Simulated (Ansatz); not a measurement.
Geometry relaxation of AlRu (part 2 of 2)

The same run, continued: AlRu (Pm-3m, 2 atoms in the cell); DFT PBE, scalar-relativistic, plane waves, PAW, no spin polarisation (Ansatz 0.2.0); cutoff 420 eV, 14×14×14 k-mesh, Gaussian smearing of 0.1 eV. The structure derives from an entry of the Crystallography Open Database.

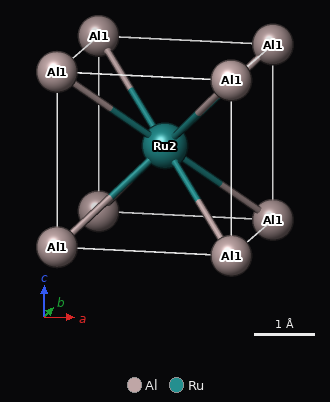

Fig. 1: The geometry at step 3 of the log (ball-and-stick view of the cell of the calculation, seen slightly off an axis; atoms are numbered from 1 in the order of the input).

```
basis re-selected at this cell: Δ(F+E_penalty+E_count) = -1.453e-4 eV, ΔP = +0.001 GPa vs the last step (what re-selecting the basis moved, of the pressure what is left beyond the Pulay correction that the steps carried, after the strain that the cell walked since its last selection, with what the two solves' SCF thresholds leave and, on support functions, any second-order correction that the steps lacked; it is no measure of the basis error at this ecutwfc). The dense FFT grid was sized anew with the basis: this SCF ran on 24×24×24 points, the steps before it on 20×20×20, so part of this shift can come from that change (see relax.cell in the input reference). This SCF's stress stands 1.12e-2 GPa from its target on what of the cell is left free (relax.cell.stress_tol is 5.00e-2 GPa) and its largest allowed force component is 1.04e-30 eV/Å (relax.f_tol is 5.00e-3 eV/Å): within both
SCF converged after 8 iterations
Free energy (F): -6417.466788 eV
Harris-Foulkes:  -6417.466788 eV  (|F-HF|=9.09e-13)
Internal energy: -6417.456951 eV  (E = F + TS)
E sigma→0 (E₀):  -6417.461870 eV
Entropy (-TS):   -0.009836 eV (-4.918 meV/atom)
Fermi energy:    15.871987 eV
--- Per-component energies (eV) ---
  E_band       = -123.929321
  E_kinetic    = 542.638920
  E_local      = -1810.028070  (includes V_loc(G=0)·N_el)
  E_nonlocal   = 354.556016
  E_hartree    = 643.068259
  E_xc         = -231.987844
  E_vxc        = -270.410042  (∫ρ·V_xc dr)
  E_paw        = -3929.170608  (= ΣΔE_a)
  E_vpaw       = -226.822492  (= ΣTr[D̂ρ^β])
  E_aug_tail   = -0.000169  (compensation charges beyond the density's cutoff)
  E_ewald      = -1986.533455
  E_smearing   = -0.009836  (= −TS)
  E_closure    = 0.000000  (closes the sum)
  Σ components = -6417.466788   (vs F -6417.466788, Δ=0.00e0)
--- Forces (eV/Å), atoms counted from 1 ---
  atom   1  Al     0.00000000    -0.00000000     0.00000000
  atom   2  Ru     0.00000000     0.00000000     0.00000000
  max |Σ_I F_I| component: 2.14e-30 eV/Å
--- Stress (GPa, compression-positive) ---
       -0.011193       0.000000      -0.000000
        0.000000      -0.011193      -0.000000
       -0.000000      -0.000000      -0.011193
  P = ⅓ Tr σ = -0.0112 GPa (-0.112 kbar)
--- Band table (eV; the first three rows and the last of 120) ---
  k-point 0: bands = ["-55.9153", "-25.8677", "-25.8677", "-25.8677", "6.2858", "12.3761", "12.3761", "16.0491", "16.0491", "16.0491", "21.8947", "21.8947", "21.8947", "26.7309"]
  k-point 1: bands = ["-55.9146", "-25.8777", "-25.8668", "-25.8668", "6.3826", "12.4092", "12.4101", "15.9282", "15.9282", "16.0610", "21.4121", "22.0898", "22.0898", "26.5163"]
  k-point 2: bands = ["-55.9126", "-25.9056", "-25.8645", "-25.8645", "6.6686", "12.4805", "12.5076", "15.6196", "15.6196", "16.0944", "20.3906", "22.6203", "22.6203", "25.9542"]
  k-point 119: bands = ["-55.8719", "-26.0207", "-26.0207", "-26.0207", "11.3151", "11.3151", "11.3151", "17.4718", "17.4718", "18.3790", "19.9747", "19.9747", "19.9747", "24.2923"]
--- Relaxed structure (3 steps of the walk, 3 accepted, 1 SCFs on fresh bases) ---
  F+E_penalty+E_count = -6417.46678755 eV   max|allowed force component| = 1.035e-30 eV/Å   (the final SCF, on the basis selected at the relaxed cell)
  cell:  # Å, volume = 27.1104 Å³
    - [3.0040847246030107, -1.2839532962581574e-34, 3.209883240645393e-35]
    - [-1.925929944387236e-34, 3.0040847246030107, 0.0]
    - [0.0, 0.0, 3.0040847246030107]
  atoms:
    - { symbol: Al, position: [4.29186153313774e-35, -5.364826916440472e-35, -3.218896149863551e-35] }
    - { symbol: Ru, position: [0.5, 0.5, 0.5] }
```

## Trajectory as extended XYZ (Å, eV, eV/Å), 4 frames, from step=1 to step=4
```
2
Lattice="2.9916 0.0000 0.0000 0.0000 2.9916 0.0000 0.0000 0.0000 2.9916" Properties=species:S:1:pos:R:3:forces:R:3 step=1 energy=-6417.46410 pressure_GPa=2.60
Al    0.0000    0.0000    0.0000    0.0000   0.0000   0.0000
Ru    1.4958    1.4958    1.4958    0.0000   0.0000   0.0000
2
Lattice="3.0069 0.0000 0.0000 0.0000 3.0069 0.0000 0.0000 0.0000 3.0069" Properties=species:S:1:pos:R:3:forces:R:3 step=2 energy=-6417.46646 pressure_GPa=-0.59
Al    0.0000    0.0000    0.0000    0.0000   0.0000   0.0000
Ru    1.5035    1.5035    1.5035    0.0000   0.0000   0.0000
2
Lattice="3.0041 0.0000 0.0000 0.0000 3.0041 0.0000 0.0000 0.0000 3.0041" Properties=species:S:1:pos:R:3:forces:R:3 step=3 energy=-6417.46664 pressure_GPa=-0.01
Al    0.0000    0.0000    0.0000    0.0000   0.0000   0.0000
Ru    1.5020    1.5020    1.5020    0.0000   0.0000   0.0000
2
Lattice="3.0041 0.0000 0.0000 0.0000 3.0041 0.0000 0.0000 0.0000 3.0041" Properties=species:S:1:pos:R:3:forces:R:3 step=4 energy=-6417.46679 pressure_GPa=-0.01
Al    0.0000    0.0000    0.0000    0.0000   0.0000   0.0000
Ru    1.5020    1.5020    1.5020    0.0000   0.0000   0.0000
```

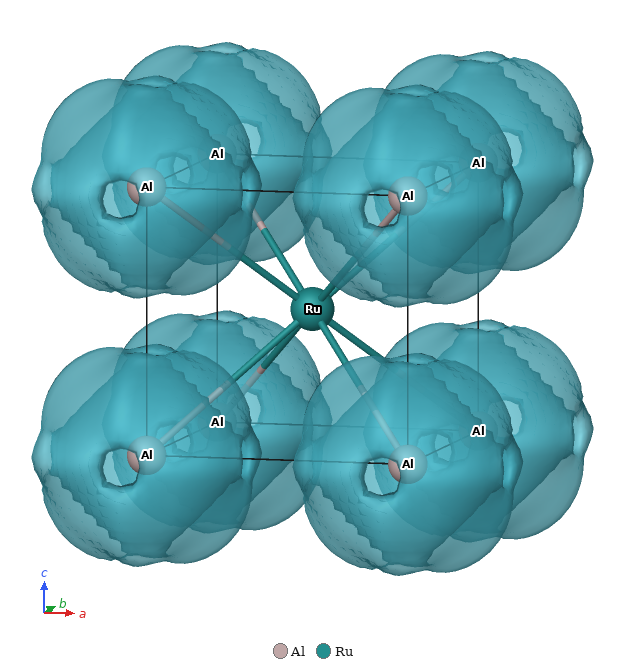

Fig. 2: Isosurface of the electron localisation function at 0.45 (cyan), seen slightly off an axis. Only the valence region is drawn (cores and ρ < 0.01 e/Å³ removed). Sticks mark near contacts. The outline is the cell set on symmetry axes. Values along the shortest contacts: Al–Ru (2.60 Å): the ELF is about 0.40 at the midpoint (no localised pair between them). The fields are those of the smooth PAW valence density.

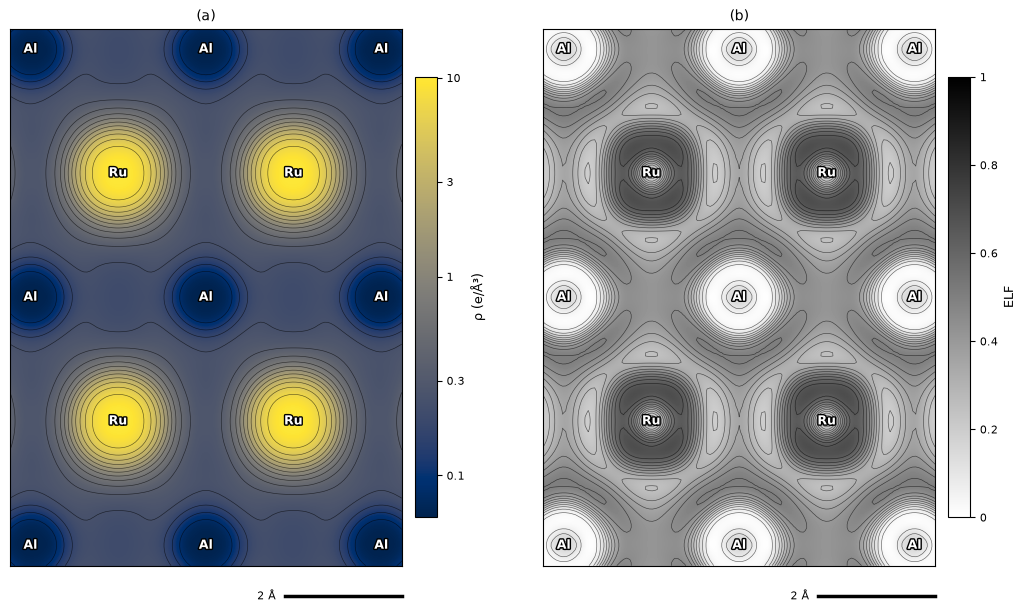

Fig. 3: (a) valence electron density; (b) electron localisation function on the (011̄) plane of the conventional cell. Al–Ru (2.60 Å): the density is about 0.35 e/Å³ at the midpoint; the ELF is about 0.40 at the midpoint; no shared electron pair. Away from the nuclei the density in this plane falls to 0.2 e/Å³ at its lowest. The strong features right at Ru lie inside the PAW spheres (semicore, d or f shells) and say nothing about bonding.

This output came from the following input.

## Input
```yaml
crystal:
  lattice:
    - [2.9916, 0.0, 0.0]
    - [0.0, 2.9916, 0.0]
    - [0.0, 0.0, 2.9916]
  atoms:
    - { symbol: Al, position: [0.0, 0.0, 0.0] }
    - { symbol: Ru, position: [0.5, 0.5, 0.5] }
basis:
  ecutwfc: 420
kpoints:
  mp_grid: { grid: [14, 14, 14] }
hamiltonian:
  xc: pbe
scf:
  occupations: { method: gaussian, width: 0.1 }
output:
  forces: true
  stress: true
  eigenvalues: true
  write_density: true
  write_potential: true
  elf: true
  volumetric_format: npy
relax:
  adjacent_minimum: "off"
  f_tol: 0.005
  max_steps: 80
  cell: { stress_tol: 0.05 }
```

Run as:
```bash
ansatz run input.yaml --threads 2 --pin off --max-ram 5120MiB --backend cpu --events-out ev --progress --plain --runs-dir out
```

## Summary

- outcome: converged
- space group (tolerance 0.01 Å): Pm-3m (221)
- electrons treated: 19
- free energy: −6417.4668 eV
- Fermi energy: 15.872 eV
- gap on the k-point mesh: none (metallic)
- pressure: −0.01 GPa
- final volume: 27.11 Å³
- largest force (length of the vector) at the end: under 0.001 eV/Å
- final cell: a = 3.004 Å, b = 3.004 Å, c = 3.004 Å, α = 90.00°, β = 90.00°, γ = 90.00°
- hardware: 2 threads of Intel Xeon @ 2.50GHz (Skylake/Cascade Lake), 32 GiB of memory available, shared host
- wall time: 6 s (CPU time 11 s)
- peak memory: 0.42 GiB
